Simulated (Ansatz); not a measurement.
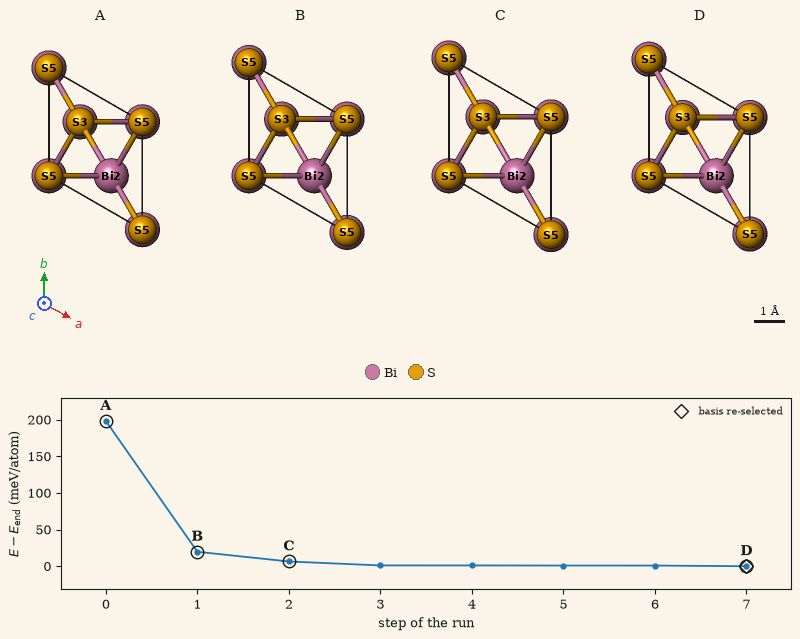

Frames of a relaxation of a crystal of Bi₂S₃ (built on the tetradymite type), marked on the history of the run. Style: ball-and-stick. Shown: the conventional cell (3 times the calculation's cell), along the c axis. Lengths and directions refer to the drawn axes.

All numbers below come from DFT, PBE-D3(BJ), plane waves, PAW in Ansatz 0.2.0.

The input:
```yaml
crystal:
  lattice:
    - [1.8572204, 1.0722666979, 8.823520976]
    - [-1.8572204, 1.0722666979, 8.823520976]
    - [0.0, -2.1445333958, 8.823520976]
  atoms:
    - { symbol: Bi, position: [0.4, 0.4, 0.4] }
    - { symbol: Bi, position: [0.6, 0.6, 0.6] }
    - { symbol: S, position: [0.21, 0.21, 0.21] }
    - { symbol: S, position: [0.79, 0.79, 0.79] }
    - { symbol: S, position: [0.0, 0.0, 0.0] }
kpoints:
  mp_grid: { grid: [8, 8, 8] }
hamiltonian:
  xc: pbe
  dispersion: d3bj
scf:
  occupations: { method: fermi_dirac, width: 0.02 }
relax:
  f_tol: 0.005
  cell: {}
```

Command:
```bash
ansatz run input.yaml --threads 2 --pin off --max-ram 29491MiB --backend cpu --events-out ev --progress --plain --runs-dir out
```

Question: Describe the path.

Answer: The largest moves relative to the cell, 0.084 Å, are those of S3 and S4. S4 goes along −c. By element the largest moves are S 0.084 Å, Bi 0.025 Å. The volume changes by +20.9 %, with a = b 3.714 → 4.013 Å (+8.0 %), c 26.471 → 27.428 Å (+3.6 %). Near-neighbour distances that change, for instance: Bi1–S5 2.777 → 2.967 Å, Bi1–S4 2.617 → 2.730 Å. Among the angles between lasting bonds that change: S4–Bi1–S4 90.4° → 94.6°, Bi1–S4–Bi1 90.4° → 94.6°, S4–Bi1–S5 92.7° → 90.0°. The space group stays R-3m (No. 166). Over 6 accepted moves (7 points after the start) the energy falls by 198 meV per atom. Largest force component: 0.84 eV/Å at the start, 0.0013 eV/Å at the end. The pressure goes from 17.29 to 0.02 GPa. At 1 point the geometry stayed and the basis and grid were re-selected for the new cell (energy shift of 0.9 meV per atom at most each time). From step 0 to 1: Bi atoms move most (0.07 Å), volume +14.2 %, energy −179 meV per atom. From step 1 to 2: S atoms move most (0.19 Å), volume +6.7 %, energy −13.3 meV per atom. From step 2 to 7: S atoms move most (0.07 Å), volume −0.8 %, energy −6.5 meV per atom.
